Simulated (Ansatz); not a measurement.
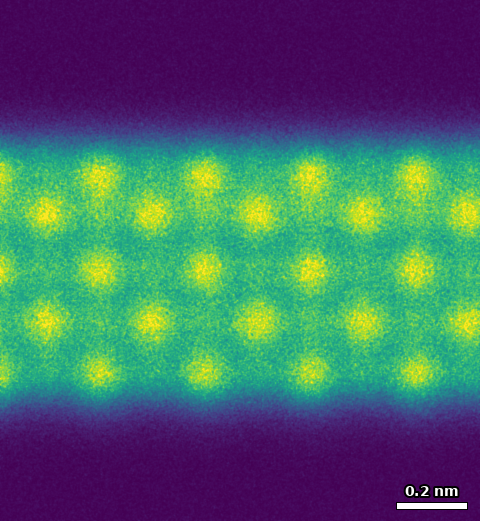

Cross-section of a (110) slab of SiC (F-43m), seen along a direction in its plane, the normal pointing up. Simulated as the projected potential of neutral atoms (B = 0.8 Å²) blurred by a 1.12 Å probe, the thin-sample limit of integrated differential phase contrast. Shot noise was added. Structure used: the geometry relaxed in a fixed cell under constraints with Ansatz, DFT PBE+D3(BJ), scalar-relativistic, plane waves, PAW.

How many atomic planes does the slab have, and what do they hold from top to bottom?

5 planes (atoms within 0.35 Å in height count as one plane):

| plane | content | depth below the top plane (Å) |
| --- | --- | --- |
| 1 | SiC | 0.0 |
| 2 | SiC | 1.4 |
| 3 | SiC | 3.0 |
| 4 | SiC | 4.5 |
| 5 | SiC | 6.0 |

How thick is it, and how does it end on either side?

The outermost planes are 6.0 Å apart. The upper face ends in SiC and the lower in SiC, so the sequence of planes is the same from both sides.
